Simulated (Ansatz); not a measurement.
**Run report: Al2Cu, geometry relaxation**

Al2Cu (Fm-3m, 3 atoms in the cell), computed with DFT r2SCAN, scalar-relativistic, plane waves, PAW, no spin polarisation (Ansatz 0.2.0).

The structure derives from a Materials Project entry. It belongs to a series of runs on one base structure; here: relaxed at -1 GPa. Figures and captions count atoms from 1; the log counts them from 0 in places.

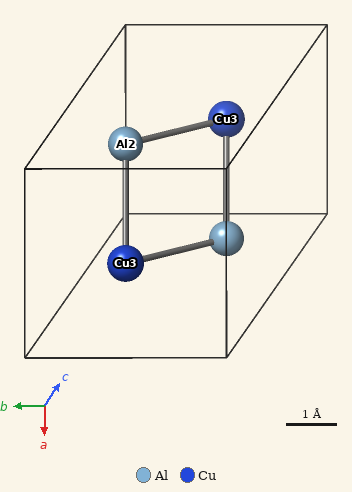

*The input geometry (ball-and-stick view of the cell of the calculation, seen at an oblique angle; atoms are numbered from 1 in the order of the input). An atom can appear more than once, as a periodic image.*

Near neighbours in the periodic cell (some may lie outside the picture): Al has 4 Cu at 2.49 Å; Cu has 8 Al at 2.49 Å.

## Input file
```yaml
crystal:
  lattice:
    - [-2.0340223554, 2.0340223554, 2.8764125944]
    - [2.0340223554, -2.0340223554, 2.8764125944]
    - [2.0340223554, 2.0340223554, -2.8764125944]
  atoms:
    - { symbol: Al, position: [0.75, 0.25, 0.5] }
    - { symbol: Al, position: [0.25, 0.75, 0.5] }
    - { symbol: Cu, position: [0.5, 0.5, 0.0] }
basis:
  ecutwfc: 500
kpoints:
  mp_grid: { grid: [14, 14, 14] }
hamiltonian:
  xc: r2scan
scf:
  occupations: { method: gaussian, width: 0.1 }
output:
  forces: true
  stress: true
  eigenvalues: true
relax:
  adjacent_minimum: "off"
  f_tol: 0.008
  max_steps: 50
  cell: { stress_tol: 0.08, p_target: -1.0 }
```

Command:
```bash
ansatz run input.yaml --threads 1 --pin off --max-ram 2560MiB --backend cpu --events-out ev --progress --plain --runs-dir out
```

## Output
```
Warning: 32 symmetry operations that the atoms keep within the bar at which the run's group was sought (crystal.symmetry.tolerance 1.0e-5, or twice it) were not taken beside the 16 unitary ones that the detection took (of a slab, those that keep its plane). If the more symmetric cell is meant, write the vectors of crystal.lattice to more decimals, or, with the positions in fractional coordinates, give it by lengths and angles (which lays the cell in the standard orientation, to which the deck's other Cartesian keys then refer), with the lengths that are meant to be equal typed equal, the angles likewise, and each angle that the symmetry fixes typed at its exact value (of a frozen-density pass: in the run whose state it reads). The detection then takes those 32 too, where the atoms keep them as a group. The lattice (crystal.lattice as typed, or as saved on a frozen-density pass laid at its state's geometry) misses each of them by more than the tolerance, the farthest off changing a squared length by the fraction 9.0e-5. The run does not impose them: its cell is that one, or, where this deck is also told that its lattice was moved onto its group, that cell laid onto the operations that were taken. If the cell is strained on purpose, what lies past the tolerance is rightly left out.
Engine: ansatz 0.2.0, x86_64-unknown-linux-gnu
Pseudopotentials: kind: paw
Pseudopotential: Al, paw, valence charge 3, recommended cutoff 500 eV (meta_gga), Al.paw.azcp
Pseudopotential: Cu, paw, valence charge 19, recommended cutoff 500 eV (meta_gga), Cu.paw.azcp
Functional definition: r2SCAN
  parameter k0 = 0.174
  parameter k1 = 0.065
  parameter a1 = 4.9479
  exchange = r2scan_x(k0 = k0, k1 = k1, a1 = a1)
  correlation = r2scan_c
Crystal: 3 atoms, lattice volume = 47.602 Å³
Basis set: ecut = 500 eV, 1243 PW (Γ), exchange–correlation on 120×120×120 points (64 copies of the dense FFT grid, shifted against one another)
Bands: 17, of which v1, the nominal top of the filled ones, is band 13 counted from 1 (12 counted from 0)
Symmetry: 16 space group operations
Space group: I4/mmm (ITA 139), of the structure as read, at distance tolerance 3.6e-5 Å
k-points: 244 of 2744
Non-local potential: Al, projectors of the file, l = 0: 2, l = 1: 2, l = 2: 1
Non-local potential: Cu, projectors of the file, l = 0: 3, l = 1: 2, l = 2: 3, l = 3: 1
PAW form: soft (Blöchl's): semilocal exchange-correlation on the pseudo side does not see the compensation charge
PAW frozen core: Al, regenerated for the run's functional (the file was generated under x = pbe(κ = 0.804, μ = 0.2195149727645171), c = pbe(β = 0.06672455060314922))
PAW frozen core: Cu, regenerated for the run's functional (the file was generated under x = pbe(κ = 0.804, μ = 0.2195149727645171), c = pbe(β = 0.06672455060314922))
PAW one-centre angular grid: Al, 302 points (default); XC on 160 Gauss nodes
PAW one-centre angular grid: Cu, 590 points (default); XC on 160 Gauss nodes
Initial density: superposition of atomic densities (neutral atoms: chi_scale 0, normalization atom), corrected by the library's trained network
Initial wavefunctions: pseudopotential atomic-orbital guess
Functional: x = r2scan, c = r2scan; τ floored in thin density (d = 2e-4 eV/Å³)
SCF iter   1: F=—  HF=-7712.691364 eV  |F-HF|=—  |Δ(HF+E_count)|=         —  Δρ=2.31e-2  dr2=1.82e-1  dr2_τ=1.09e-2  ethr=1.77e-3  ⟨swp⟩=5.2  Hψ=21173  notcnv=0
preconditioner: auto → Kerker (q_TF=auto, 2.451 Å⁻¹)  [metal: Δε(μ)=0.048 eV  Ē_g=9.078 eV  σ=0.100 eV  W_gap=0.26  n_scr=14 (ndim 8)  ℏωp=22.2 eV  f_vac=0.001  D(μ)=0.96/eV (n_scr^D=8)]
SCF iter   2: F=—  HF=-7712.721240 eV  |F-HF|=—  |Δ(HF+E_count)|=   2.99e-2  Δρ=1.87e-2  dr2=8.45e-2  dr2_τ=9.14e-4  ethr=7.28e-4  ⟨swp⟩=2.0  Hψ=8863  notcnv=0  defer=79
SCF iter   3: F=—  HF=-7712.695426 eV  |F-HF|=—  |Δ(HF+E_count)|=   2.58e-2  Δρ=4.42e-3  dr2=1.19e-2  dr2_τ=2.84e-5  ethr=3.38e-4  ⟨swp⟩=2.0  Hψ=6859  notcnv=0  defer=79
SCF iter   4: F=—  HF=-7712.692419 eV  |F-HF|=—  |Δ(HF+E_count)|=   3.01e-3  Δρ=1.39e-3  dr2=5.81e-4  dr2_τ=8.25e-6  ethr=4.75e-5  ⟨swp⟩=1.0  Hψ=6103  notcnv=0  defer=76
SCF iter   5: F=—  HF=-7712.692542 eV  |F-HF|=—  |Δ(HF+E_count)|=   1.23e-4  Δρ=5.52e-4  dr2=1.65e-4  dr2_τ=8.29e-7  ethr=2.32e-6  ⟨swp⟩=2.0  Hψ=5474  notcnv=0  defer=76
SCF iter   6: F=—  HF=-7712.692524 eV  |F-HF|=—  |Δ(HF+E_count)|=   1.78e-5  Δρ=2.46e-4  dr2=3.50e-5  dr2_τ=1.02e-7  ethr=6.58e-7  ⟨swp⟩=2.0  Hψ=6184  notcnv=0  defer=76
SCF iter   7: F=—  HF=-7712.692520 eV  |F-HF|=—  |Δ(HF+E_count)|=   4.16e-6  Δρ=7.61e-5  dr2=3.56e-6  dr2_τ=9.53e-9  ethr=1.40e-7  ⟨swp⟩=1.0  Hψ=4110  notcnv=0  defer=76
SCF iter   8: F=—  HF=-7712.692520 eV  |F-HF|=—  |Δ(HF+E_count)|=   1.68e-7  Δρ=1.49e-5  dr2=1.83e-7  dr2_τ=7.25e-10  ethr=1.42e-8  ⟨swp⟩=2.0  Hψ=5841  notcnv=0  defer=76
SCF iter   9: F=-7712.692520 eV  HF=-7712.692520 eV  |F-HF|=2.40e-9  |Δ(HF+E_count)|=   2.53e-8  Δρ=2.85e-6  dr2=5.30e-9  dr2_τ=4.24e-11  ethr=4.00e-10  ⟨swp⟩=5.0  Hψ=14466  notcnv=0
SCF 1 converged in 9 iterations: F = -7712.692520 eV  dr2 = 5.30e-9
  greatest PAW one-centre occupation: 1.000 electrons in one spin orbital (limit 2), on the Cu atom at site 2 (counted from 0), in its partial waves of l = 0
relax step   1: F+E_penalty+E_count = -7712.69252001 eV  Δ(F+E_penalty+E_count) = +0.000e0 eV  max|allowed force component| = 2.313e-18 eV/Å  Δτ_max = 0.0000 Å  P = -1.028 GPa  Ω = 47.602 Å³  (9 SCF iters, dr2 threshold 1.00e-7 eV, accepted)
Initial density: handed on by an earlier stage of this run
Initial wavefunctions: pseudopotential atomic-orbital guess (no wavefunctions were taken with the density)
iter 1 solved again at ethr=3.80e-8 eV; its pass at ethr=3.10e-3 eV (dr2=9.51e-6 eV) is discarded
SCF iter   1: F=—  HF=-7712.692523 eV  |F-HF|=—  |Δ(HF+E_count)|=         —  Δρ=2.89e-6  dr2=5.04e-9  dr2_τ=4.58e-11  ethr=3.80e-8  ⟨swp⟩=3.0  Hψ=32181  notcnv=0
preconditioner: auto → Kerker (q_TF=auto, 2.451 Å⁻¹)  [metal: Δε(μ)=0.053 eV  Ē_g=8.888 eV  σ=0.100 eV  W_gap=0.29  n_scr=14 (ndim 8)  ℏωp=22.2 eV  f_vac=0.000  D(μ)=0.94/eV (n_scr^D=8)]
SCF iter   2: F=—  HF=-7712.692520 eV  |F-HF|=—  |Δ(HF+E_count)|=   2.96e-6  Δρ=2.82e-6  dr2=2.25e-9  dr2_τ=1.52e-11  ethr=2.01e-11  ⟨swp⟩=2.4  Hψ=7650  notcnv=0
SCF iter   3: F=—  HF=-7712.692520 eV  |F-HF|=—  |Δ(HF+E_count)|=  1.88e-10  Δρ=1.48e-6  dr2=1.70e-9  dr2_τ=1.42e-11  ethr=8.99e-12  ⟨swp⟩=2.3  Hψ=6578  notcnv=0
SCF iter   4: F=—  HF=-7712.692520 eV  |F-HF|=—  |Δ(HF+E_count)|=  7.46e-11  Δρ=4.52e-7  dr2=1.72e-10  dr2_τ=1.46e-12  ethr=6.82e-12  ⟨swp⟩=1.0  Hψ=4148  notcnv=0
SCF iter   5: F=-7712.692520 eV  HF=-7712.692520 eV  |F-HF|=1.46e-11  |Δ(HF+E_count)|=  3.27e-11  Δρ=2.94e-7  dr2=3.91e-11  dr2_τ=1.92e-13  ethr=1.00e-12  ⟨swp⟩=4.0  Hψ=13329  notcnv=0
SCF 2 converged in 5 iterations: F = -7712.692520 eV  dr2 = 3.91e-11
relax step   2: F+E_penalty+E_count = -7712.69252001 eV  Δ(F+E_penalty+E_count) = -2.763e-9 eV  max|allowed force component| = 6.939e-18 eV/Å  Δτ_max = 0.0000 Å  P = -1.028 GPa  Ω = 47.602 Å³  stress off target by 2.93e-2 GPa  SCF on the basis re-selected at this cell (its energy is not comparable with the rows above)  (5 SCF iters)
```

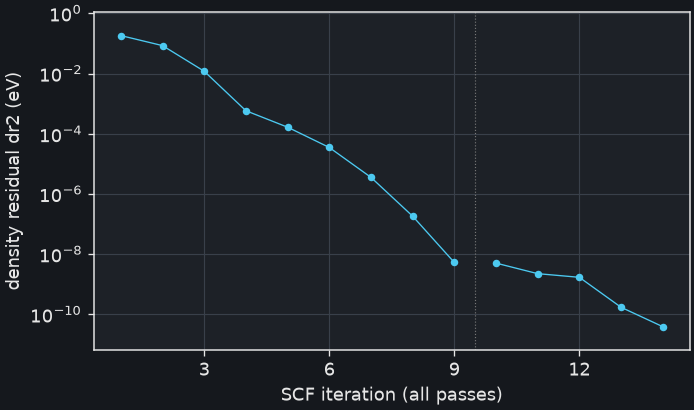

*Convergence of the self-consistent field: density residual dr2 against the SCF iteration. The dotted lines part the SCF passes of the relaxation: geometry steps, rejected trials and re-solves on a re-selected basis.*

The passes take 9 and 5 iterations.

```
basis re-selected at this cell: Δ(F+E_penalty+E_count) = -2.763e-9 eV, ΔP = -0.000 GPa vs the last step (what re-selecting the basis moved, of the pressure what is left beyond the Pulay correction that the steps carried, after the strain that the cell walked since its last selection, with what the two solves' SCF thresholds leave and, on support functions, any second-order correction that the steps lacked; it is no measure of the basis error at this ecutwfc). This SCF's stress stands 2.93e-2 GPa from its target on what of the cell is left free (relax.cell.stress_tol is 8.00e-2 GPa) and its largest allowed force component is 6.94e-18 eV/Å (relax.f_tol is 8.00e-3 eV/Å): within both
SCF converged after 5 iterations
Free energy (F): -7712.692520 eV
Harris-Foulkes:  -7712.692520 eV  (|F-HF|=1.46e-11)
Internal energy: -7712.687804 eV  (E = F + TS)
E sigma→0 (E₀):  -7712.690162 eV
Entropy (-TS):   -0.004716 eV (-1.572 meV/atom)
Fermi energy:    9.197749 eV
--- Per-component energies (eV) ---
  E_band       = -520.166063
  E_kinetic    = 346.039050
  E_local      = -5909.829248  (includes V_loc(G=0)·N_el)
  E_nonlocal   = 404.581009
  E_hartree    = 2649.734026
  E_xc         = -158.606371
  E_vxc        = -189.704807  (∫ρ·V_xc dr)
  E_paw        = -2616.143945  (= ΣΔE_a)
  E_vpaw       = -482.838858  (= ΣTr[D̂ρ^β])
  E_aug_tail   = 0.000143  (compensation charges beyond the density's cutoff)
  E_vtau       = 12.118479  (kinetic-family band-sum trace: ∫τ·v_τ [+ j·A + Jᵃ·Aᵃ] dr)
  E_ewald      = -2428.041145
  E_core_change = -0.421324  (= ΣΔE_core)
  E_smearing   = -0.004716  (= −TS)
  E_closure    = 0.000000  (closes the sum)
  Σ components = -7712.692520   (vs F -7712.692520, Δ=0.00e0)
--- Forces (eV/Å), atoms counted from 1 ---
  atom   1  Al    -0.00000000     0.00000000     0.00000000
  atom   2  Al    -0.00000000     0.00000000     0.00000000
  atom   3  Cu     0.00000000     0.00000000     0.00000000
  max |Σ_I F_I| component: 2.08e-17 eV/Å
--- Stress (GPa, compression-positive) ---
       -1.029339       0.000000       0.000000
        0.000000      -1.029339       0.000000
        0.000000      -0.000000      -1.024811
  P = ⅓ Tr σ = -1.0278 GPa (-10.278 kbar)
--- Band table (eV; the first three rows and the last of 244) ---
  k-point 0: bands = ["-108.5280", "-64.3170", "-64.3170", "-64.3170", "-1.5524", "4.5222", "4.5222", "4.5222", "5.0920", "5.0921", "12.2118", "12.2118", "12.2122", "12.3151", "12.3157", "12.3157", "14.2208"]
  k-point 1: bands = ["-108.5280", "-64.3170", "-64.3170", "-64.3170", "-1.4560", "4.4940", "4.5368", "4.5368", "5.0746", "5.1005", "11.0405", "11.0409", "11.8407", "11.9195", "13.6203", "13.6208", "14.7969"]
  k-point 2: bands = ["-108.5280", "-64.3170", "-64.3170", "-64.3170", "-1.1674", "4.4145", "4.5816", "4.5816", "5.0226", "5.1243", "9.9617", "9.9621", "10.8560", "11.2744", "13.5152", "15.0770", "15.0776"]
  k-point 243: bands = ["-108.5280", "-64.3171", "-64.3171", "-64.3171", "2.7866", "3.0525", "3.9413", "5.0703", "5.0703", "5.2639", "5.3455", "7.0681", "7.0681", "9.7757", "10.9851", "18.6445", "20.6140"]
--- Relaxed structure (1 steps of the walk, 1 accepted, 1 SCFs on fresh bases) ---
  F+E_penalty+E_count = -7712.69252001 eV   max|allowed force component| = 6.939e-18 eV/Å   (the final SCF, on the basis selected at the relaxed cell)
  cell:  # Å, volume = 47.6017 Å³
    - [-2.0340223554, 2.0340223554, 2.8764125944]
    - [2.0340223554, -2.0340223554, 2.8764125944]
    - [2.0340223554, 2.0340223554, -2.8764125944]
  atoms:
    - { symbol: Al, position: [0.7500000000000001, 0.24999999999999994, 0.5000000000000001] }
    - { symbol: Al, position: [0.24999999999999994, 0.7500000000000001, 0.5000000000000001] }
    - { symbol: Cu, position: [0.5, 0.5, 0.0] }
```

## Trajectory as extended XYZ (Å, eV, eV/Å), 2 frames, from step=1 to step=2
```
3
Lattice="-2.0340 2.0340 2.8764 2.0340 -2.0340 2.8764 2.0340 2.0340 -2.8764" Properties=species:S:1:pos:R:3:forces:R:3 step=1 energy=-7712.69252 pressure_GPa=-1.03
Al    0.0000    2.0340    1.4382    0.0000   0.0000   0.0000
Al    2.0340    0.0000    1.4382    0.0000   0.0000   0.0000
Cu    0.0000    0.0000    2.8764    0.0000   0.0000   0.0000
3
Lattice="-2.0340 2.0340 2.8764 2.0340 -2.0340 2.8764 2.0340 2.0340 -2.8764" Properties=species:S:1:pos:R:3:forces:R:3 step=2 energy=-7712.69252 pressure_GPa=-1.03
Al    0.0000    2.0340    1.4382    0.0000   0.0000   0.0000
Al    2.0340    0.0000    1.4382    0.0000   0.0000   0.0000
Cu    0.0000    0.0000    2.8764    0.0000   0.0000   0.0000
```

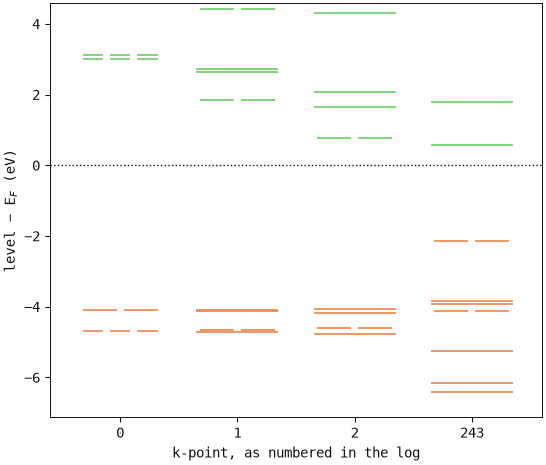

*Kohn–Sham levels near the Fermi level (dotted) at the few k-points that the log prints; levels within 0.02 eV of each other stand side by side.*

The system is metallic on the full mesh.

## Results in brief

- outcome: converged
- space group (tolerance 0.01 Å): Fm-3m (225)
- electrons treated: 25
- free energy: −7712.6925 eV
- Fermi energy: 9.198 eV
- gap on the k-point mesh: none (metallic)
- pressure: −1.03 GPa
- final volume: 47.60 Å³
- largest force (length of the vector) at the end: under 0.001 eV/Å
- final cell: a = 4.068 Å, b = 4.068 Å, c = 4.068 Å, α = 120.00°, β = 120.00°, γ = 90.00°
- hardware: 1 thread of Intel Xeon (Granite Rapids), 32 GiB of memory available, shared host
- wall time: 22 s
- peak memory: 0.69 GiB

The program warns: near-symmetries of the structure were not used.
